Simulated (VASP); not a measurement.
**Geometry relaxation of TiPbO3 (part 3 of 3)**

The same run, continued: TiPbO3 (P4mm, 5 atoms in the cell); Kohn-Sham DFT of a periodic cell, PBEsol, VASP PAW PBE potentials, recommended, no spin polarisation (VASP 6.6.1); cutoff 600 eV, 8×8×8 k-mesh, Gaussian smearing of 0.03 eV. The structure derives from an entry of the Crystallography Open Database.

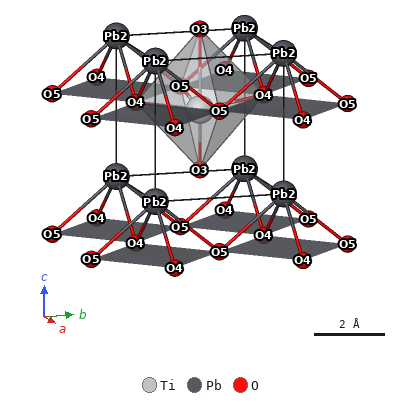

The geometry at step 3 of the log (polyhedral view of the cell of the calculation, seen slightly off an axis; polyhedra are completed across the faces of the cell; atoms are numbered from 1 in the order of the input).

Parts of OUTCAR, continued
```
 -----------------------------------------------------------------------------
  energy-cutoff  :      600.00
  volume of cell :       62.54
      direct lattice vectors                 reciprocal lattice vectors
     3.880643293  0.000000000  0.000000000     0.257689235  0.000000000  0.000000000
     0.000000000  3.880643293 -0.000000000     0.000000000  0.257689235  0.000000000
     0.000000000 -0.000000000  4.152562966     0.000000000  0.000000000  0.240815132

 POSITION                                       TOTAL-FORCE (eV/Angst)
 -----------------------------------------------------------------------------------
      1.94032      1.94032      2.23625         0.000000      0.000000     -0.025843
      0.00000     -0.00000      0.00018        -0.000000     -0.000000      0.037748
      1.94032      1.94032      0.45830        -0.000000      0.000000     -0.056451
      1.94032     -0.00000      2.55854        -0.000000     -0.000000      0.022273
      0.00000      1.94032      2.55854        -0.000000     -0.000000      0.022273
 -----------------------------------------------------------------------------------
    total drift:                                0.000000     -0.000000      0.000089

  FREE ENERGIE OF THE ION-ELECTRON SYSTEM (eV)
  ---------------------------------------------------
  free  energy   TOTEN  =       -39.8292104634 eV

  energy  without entropy=      -39.8292104634  energy(sigma->0) =      -39.82921046

--------------------------------------- Ionic step        6  -------------------------------------------

 number of electron      43.9999993 magnetization

------------------------ aborting loop because EDIFF is reached ----------------------------------------

  FORCE on cell =-STRESS in cart. coord.  units (eV):
  Direction    XX          YY          ZZ          XY          YZ          ZX
  --------------------------------------------------------------------------------------
  -------------------------------------------------------------------------------------
  Total       -0.0193592     -0.0193592      0.0324758      0.0000000      0.0000000      0.0000000
  in kB       -0.4952953     -0.4952953      0.8308760      0.0000000      0.0000000      0.0000000
  external PRESSURE =      -0.0532382 kB  Pullay stress =       0.0000000 kB

 VOLUME and BASIS-vectors are now :
 -----------------------------------------------------------------------------
  energy-cutoff  :      600.00
  volume of cell :       62.62
      direct lattice vectors                 reciprocal lattice vectors
     3.881244853  0.000000000  0.000000000     0.257649295  0.000000000  0.000000000
     0.000000000  3.881244853 -0.000000000     0.000000000  0.257649295  0.000000000
     0.000000000 -0.000000000  4.157121145     0.000000000  0.000000000  0.240551085

 POSITION                                       TOTAL-FORCE (eV/Angst)
 -----------------------------------------------------------------------------------
      1.94062      1.94062      2.23476        -0.000000     -0.000000      0.000358
      3.88124     -0.00000      0.00290         0.000000     -0.000000      0.000305
      1.94062      1.94062      0.45533        -0.000000     -0.000000      0.011567
      1.94062     -0.00000      2.56369        -0.000000      0.000000     -0.006115
      3.88124      1.94062      2.56369         0.000000      0.000000     -0.006115
 -----------------------------------------------------------------------------------
    total drift:                                0.000000      0.000000     -0.000169

  FREE ENERGIE OF THE ION-ELECTRON SYSTEM (eV)
  ---------------------------------------------------
  free  energy   TOTEN  =       -39.8295435616 eV

  energy  without entropy=      -39.8295435616  energy(sigma->0) =      -39.82954356

--------------------------------------- Ionic step        7  -------------------------------------------

 number of electron      43.9999993 magnetization

 Free energy of the ion-electron system (eV)
  ---------------------------------------------------
  ext. energy  EPLUGINS =         0.00000000
  ---------------------------------------------------
  free energy    TOTEN  =       -39.82954483 eV

  energy without entropy =      -39.82954483  energy(sigma->0) =      -39.82954483

 E-fermi :   6.3047     XC(G=0): -11.6652     alpha+bet :-14.0056

 val. band max:        6.1298165843   @ k =   0.5000   0.0000   0.0000
 cond. band min:       7.7696440501   @ k =   0.0000   0.0000   0.5000
 fundamental gap:      1.6398274658
 Fermi energy:         6.3046629659

 k-point     1 :       0.0000    0.0000    0.0000
  band No.  band energies     occupation
      1     -50.4684      2.00000
      2     -26.9277      2.00000
      3     -26.8162      2.00000
      4     -26.8162      2.00000
      5     -12.0433      2.00000
      6     -10.9728      2.00000
      7     -10.7295      2.00000
      8      -9.3367      2.00000
      9      -9.3367      2.00000
     10      -9.2965      2.00000
     11      -9.2215      2.00000
     12      -9.1094      2.00000
     13      -0.0829      2.00000
     14       2.0373      2.00000
     15       2.0373      2.00000
     16       2.4603      2.00000
     17       3.7870      2.00000
     18       3.7870      2.00000
     19       4.1456      2.00000
     20       4.2901      2.00000
     21       4.6701      2.00000
     22       4.6701      2.00000
     23       7.7725      0.00000
     24       8.8748      0.00000
     25       8.8748      0.00000
     26      10.3175      0.00000

 k-point     2 :       0.1250    0.0000    0.0000
  band No.  band energies     occupation
      1     -50.4681      2.00000
      2     -26.9273      2.00000
      3     -26.8271      2.00000
      4     -26.8158      2.00000
      5     -11.9666      2.00000
      6     -10.9586      2.00000
      7     -10.7167      2.00000
      8      -9.3514      2.00000
      9      -9.3358      2.00000
     10      -9.3041      2.00000
     11      -9.2169      2.00000
     12      -9.0993      2.00000
     13      -0.3238      2.00000
     14       2.0338      2.00000
     15       2.0996      2.00000
     16       2.4628      2.00000
     17       3.7886      2.00000
     18       3.8068      2.00000
     19       4.1678      2.00000
     20       4.2935      2.00000
     21       4.4399      2.00000
     22       4.6726      2.00000
     23       8.0488      0.00000
     24       8.6611      0.00000
     25       8.8911      0.00000
     26      10.4863      0.00000

 k-point     3 :       0.2500    0.0000    0.0000
  band No.  band energies     occupation
      1     -50.4675      2.00000
      2     -26.9261      2.00000
      3     -26.8531      2.00000
      4     -26.8149      2.00000
      5     -11.7722      2.00000
      6     -10.9241      2.00000
      7     -10.6904      2.00000
      8      -9.3764      2.00000
      9      -9.3337      2.00000
     10      -9.3224      2.00000
     11      -9.2054      2.00000
     12      -9.0872      2.00000
     13      -0.7722      2.00000
     14       1.9459      2.00000
     15       2.2691      2.00000
     16       2.2738      2.00000
     17       3.8512      2.00000
     18       3.8546      2.00000
     19       3.9596      2.00000
     20       4.0906      2.00000
     21       4.2920      2.00000
     22       4.8883      2.00000
     23       8.6233      0.00000
     24       8.7373      0.00000
     25       8.9356      0.00000
     26      10.4629      0.00000

 k-point     4 :       0.3750    0.0000    0.0000
  band No.  band energies     occupation
      1     -50.4669      2.00000
      2     -26.9249      2.00000
      3     -26.8791      2.00000
      4     -26.8139      2.00000
      5     -11.5611      2.00000
      6     -10.8814      2.00000
      7     -10.6821      2.00000
      8      -9.3934      2.00000
      9      -9.3407      2.00000
     10      -9.3315      2.00000
     11      -9.1801      2.00000
     12      -9.0990      2.00000
     13      -1.1072      2.00000
     14       1.5364      2.00000
     15       2.4186      2.00000
     16       2.5238      2.00000
     17       3.3740      2.00000
     18       3.4689      2.00000
     19       3.9188      2.00000
     20       3.9888      2.00000
     21       4.3461      2.00000
     22       5.6451      2.00000
     23       8.9672      0.00000
     24       9.1463      0.00000
     25       9.1705      0.00000
     26       9.7038      0.00000

 k-point     5 :       0.5000    0.0000    0.0000
  band No.  band energies     occupation
      1     -50.4667      2.00000
      2     -26.9243      2.00000
      3     -26.8899      2.00000
      4     -26.8135      2.00000
      5     -11.4676      2.00000
      6     -10.8532      2.00000
      7     -10.6931      2.00000
      8      -9.3992      2.00000
      9      -9.3481      2.00000
     10      -9.3306      2.00000
     11      -9.1457      2.00000
     12      -9.1299      2.00000
     13      -1.2216      2.00000
     14       1.3426      2.00000
     15       2.6140      2.00000
     16       2.7127      2.00000
     17       3.0344      2.00000
     18       3.1978      2.00000
     19       3.9400      2.00000
     20       3.9440      2.00000
     21       4.3612      2.00000
     22       6.1298      2.00000
     23       8.9929      0.00000
     24       9.0261      0.00000
     25       9.3401      0.00000
     26       9.4979      0.00000

 [... the levels of 18 k-points are left out ...]

 k-point    24 :       0.5000    0.1250    0.1250
  band No.  band energies     occupation
      1     -50.4663      2.00000
      2     -26.9286      2.00000
      3     -26.8891      2.00000
      4     -26.8240      2.00000
      5     -11.3782      2.00000
      6     -10.8295      2.00000
      7     -10.7047      2.00000
      8      -9.3810      2.00000
      9      -9.3332      2.00000
     10      -9.3073      2.00000
     11      -9.1253      2.00000
     12      -9.1059      2.00000
     13      -1.3487      2.00000
     14       1.3455      2.00000
     15       2.0970      2.00000
     16       2.5420      2.00000
     17       3.0130      2.00000
     18       3.2368      2.00000
     19       3.7199      2.00000
     20       4.3342      2.00000
     21       4.3699      2.00000
     22       5.7340      2.00000
     23       8.7906      0.00000
     24       9.3014      0.00000
     25       9.5464      0.00000
     26       9.7278      0.00000

 [... further k-points ...]

------------------------ aborting loop because EDIFF is reached ----------------------------------------

  FORCE on cell =-STRESS in cart. coord.  units (eV):
  Direction    XX          YY          ZZ          XY          YZ          ZX
  --------------------------------------------------------------------------------------
  -------------------------------------------------------------------------------------
  Total       -0.0176111     -0.0176111      0.0292279      0.0000000      0.0000000      0.0000000
  in kB       -0.4506058     -0.4506058      0.7478366      0.0000000      0.0000000      0.0000000
  external PRESSURE =      -0.0511250 kB  Pullay stress =       0.0000000 kB

 VOLUME and BASIS-vectors are now :
 -----------------------------------------------------------------------------
  energy-cutoff  :      600.00
  volume of cell :       62.62
      direct lattice vectors                 reciprocal lattice vectors
     3.881211571  0.000000000  0.000000000     0.257651504  0.000000000  0.000000000
     0.000000000  3.881211571 -0.000000000     0.000000000  0.257651504  0.000000000
     0.000000000 -0.000000000  4.156868956     0.000000000  0.000000000  0.240565678

 POSITION                                       TOTAL-FORCE (eV/Angst)
 -----------------------------------------------------------------------------------
      1.94061      1.94061      2.23485         0.000000      0.000000     -0.001417
      0.00000     -0.00000      0.00275         0.000000     -0.000000      0.003077
      1.94061      1.94061      0.45549         0.000000     -0.000000      0.006834
      1.94061     -0.00000      2.56341         0.000000      0.000000     -0.004247
      0.00000      1.94061      2.56341         0.000000      0.000000     -0.004247
 -----------------------------------------------------------------------------------
    total drift:                                0.000000     -0.000000      0.000876

  FREE ENERGIE OF THE ION-ELECTRON SYSTEM (eV)
  ---------------------------------------------------
  free  energy   TOTEN  =       -39.8295448308 eV

  energy  without entropy=      -39.8295448308  energy(sigma->0) =      -39.82954483

 reached required accuracy - stopping structural energy minimisation
```

CONTCAR
```
TiPbO3
   1.00000000000000
     3.8812115707327113    0.0000000000000000    0.0000000000000000
     0.0000000000000000    3.8812115707327113   -0.0000000000000000
     0.0000000000000000   -0.0000000000000000    4.1568689556347715
  Ti              Pb              O
     1     1     3
Direct
     0.5000000000000000    0.5000000000000000    0.5376270745432562
     0.0000000000000000    0.0000000000000000    0.0006615168900677
     0.5000000000000000    0.5000000000000000    0.1095751948177213
     0.5000000000000000    0.0000000000000000    0.6166681068744808
     0.0000000000000000    0.5000000000000000    0.6166681068744808

  0.00000000E+00  0.00000000E+00  0.00000000E+00
  0.00000000E+00  0.00000000E+00  0.00000000E+00
  0.00000000E+00  0.00000000E+00  0.00000000E+00
  0.00000000E+00  0.00000000E+00  0.00000000E+00
  0.00000000E+00  0.00000000E+00  0.00000000E+00
```

Trajectory as extended XYZ (Å, eV, eV/Å), 7 frames, from step=0 to step=6
```
5
Lattice="3.8992 0.0000 0.0000 0.0000 3.8992 0.0000 0.0000 0.0000 4.1499" Properties=species:S:1:pos:R:3:forces:R:3 step=0 energy=-39.82428
Ti    1.9496    1.9496    2.2335    0.0000   0.0000   0.1947
Pb    0.0000    0.0000    0.0000    0.0000   0.0000  -0.0505
O     1.9496    1.9496    0.4689    0.0000   0.0000  -0.3047
O     1.9496    0.0000    2.5522    0.0000   0.0000   0.0803
O     0.0000    1.9496    2.5522    0.0000   0.0000   0.0803
5
Lattice="3.8778 0.0000 0.0000 0.0000 3.8778 0.0000 0.0000 -0.0000 4.1584" Properties=species:S:1:pos:R:3:forces:R:3 step=1 energy=-39.82721
Ti    1.9389    1.9389    2.2475    0.0000   0.0000  -0.2968
Pb    3.8778    3.8778    4.1559    0.0000   0.0000   0.1019
O     1.9389    1.9389    0.4552    0.0000   0.0000   0.1498
O     1.9389    3.8778    2.5613    0.0000   0.0000   0.0225
O     3.8778    1.9389    2.5613    0.0000   0.0000   0.0225
5
Lattice="3.8856 0.0000 0.0000 0.0000 3.8856 0.0000 0.0000 -0.0000 4.1553" Properties=species:S:1:pos:R:3:forces:R:3 step=2 energy=-39.82862
Ti    1.9428    1.9428    2.2423    0.0000   0.0000  -0.1268
Pb    0.0000    0.0000    4.1537    0.0000   0.0000   0.0451
O     1.9428    1.9428    0.4602    0.0000   0.0000  -0.0064
O     1.9428    0.0000    2.5580    0.0000   0.0000   0.0441
O     0.0000    1.9428    2.5580    0.0000   0.0000   0.0441
5
Lattice="3.8805 0.0000 0.0000 0.0000 3.8805 -0.0000 0.0000 -0.0000 4.1525" Properties=species:S:1:pos:R:3:forces:R:3 step=3 energy=-39.82921
Ti    1.9402    1.9402    2.2360    0.0000   0.0000  -0.0208
Pb    3.8805    3.8805    0.0002    0.0000   0.0000   0.0364
O     1.9402    1.9402    0.4582    0.0000   0.0000  -0.0588
O     1.9402    0.0000    2.5586    0.0000   0.0000   0.0216
O     3.8805    1.9402    2.5586    0.0000   0.0000   0.0216
5
Lattice="3.8806 0.0000 0.0000 0.0000 3.8806 -0.0000 0.0000 -0.0000 4.1526" Properties=species:S:1:pos:R:3:forces:R:3 step=4 energy=-39.82921
Ti    1.9403    1.9403    2.2362    0.0000   0.0000  -0.0258
Pb    0.0000    0.0000    0.0002    0.0000   0.0000   0.0377
O     1.9403    1.9403    0.4583    0.0000   0.0000  -0.0565
O     1.9403    0.0000    2.5585    0.0000   0.0000   0.0223
O     0.0000    1.9403    2.5585    0.0000   0.0000   0.0223
5
Lattice="3.8812 0.0000 0.0000 0.0000 3.8812 -0.0000 0.0000 -0.0000 4.1571" Properties=species:S:1:pos:R:3:forces:R:3 step=5 energy=-39.82954
Ti    1.9406    1.9406    2.2348    0.0000   0.0000   0.0004
Pb    3.8812    0.0000    0.0029    0.0000   0.0000   0.0003
O     1.9406    1.9406    0.4553    0.0000   0.0000   0.0116
O     1.9406    0.0000    2.5637    0.0000   0.0000  -0.0061
O     3.8812    1.9406    2.5637    0.0000   0.0000  -0.0061
5
Lattice="3.8812 0.0000 0.0000 0.0000 3.8812 -0.0000 0.0000 -0.0000 4.1569" Properties=species:S:1:pos:R:3:forces:R:3 step=6 energy=-39.82954
Ti    1.9406    1.9406    2.2348    0.0000   0.0000  -0.0014
Pb    0.0000    0.0000    0.0027    0.0000   0.0000   0.0031
O     1.9406    1.9406    0.4555    0.0000   0.0000   0.0068
O     1.9406    0.0000    2.5634    0.0000   0.0000  -0.0042
O     0.0000    1.9406    2.5634    0.0000   0.0000  -0.0042
```

This output came from the following input.

INCAR
```
SYSTEM = TiPbO3
PREC     = Accurate       ! precision mode
ENCUT    = 600            ! plane-wave cutoff, eV
EDIFF    = 1E-6           ! SCF threshold, eV
ISMEAR   = 0              ! smearing method
SIGMA    = 0.03           ! smearing width, eV
LREAL    = .False.        ! projectors in reciprocal space
LASPH    = .True.         ! aspherical terms in the spheres
NELM     = 80             ! most SCF steps
ALGO     = Normal         ! electronic algorithm
ISIF     = 3              ! what is computed and relaxed
LWAVE    = .False.        ! write WAVECAR
LCHARG   = .False.        ! write CHGCAR
GGA      = PS             ! functional
IBRION   = 2              ! ionic algorithm
NSW      = 90             ! ionic steps
EDIFFG   = -0.01          ! ionic threshold
KPAR     = 2
```

KPOINTS
```
Automatic mesh
0
Gamma
  8 8 8
  0 0 0
```

POSCAR
```
TiPbO3
1.0
    3.8992000000      0.0000000000      0.0000000000
    0.0000000000      3.8992000000      0.0000000000
    0.0000000000      0.0000000000      4.1499000000
Ti Pb O
1 1 3
Direct
    0.5000000000      0.5000000000      0.5382000000
    0.0000000000      0.0000000000      0.0000000000
    0.5000000000      0.5000000000      0.1130000000
    0.5000000000      0.0000000000      0.6150000000
    0.0000000000      0.5000000000      0.6150000000
```

Launched with:
```bash
cat potpaw_PBE.64/Ti_sv/POTCAR potpaw_PBE.64/Pb_d/POTCAR potpaw_PBE.64/O/POTCAR > POTCAR
mpirun -np 2 vasp_std > vasp.out
```

Key numbers

```tsv
quantity	value
outcome	converged
space group (tolerance 0.01 Å)	P4mm (99)
electrons treated	44
free energy	−39.8295 eV
gap on the k-point mesh	1.64 eV
pressure	−0.01 GPa
final volume	62.62 Å³
largest force (length of the vector) at the end	0.007 eV/Å
final cell	a = 3.881 Å, b = 3.881 Å, c = 4.157 Å, α = 90.00°, β = 90.00°, γ = 90.00°
hardware	2 threads of Intel Xeon (Sapphire Rapids), 64 GiB of memory available, shared host
wall time	5.4 min (CPU time 9.4 min)
peak memory	0.3 GiB
```

Spin–orbit coupling is left out, which matters for Pb.
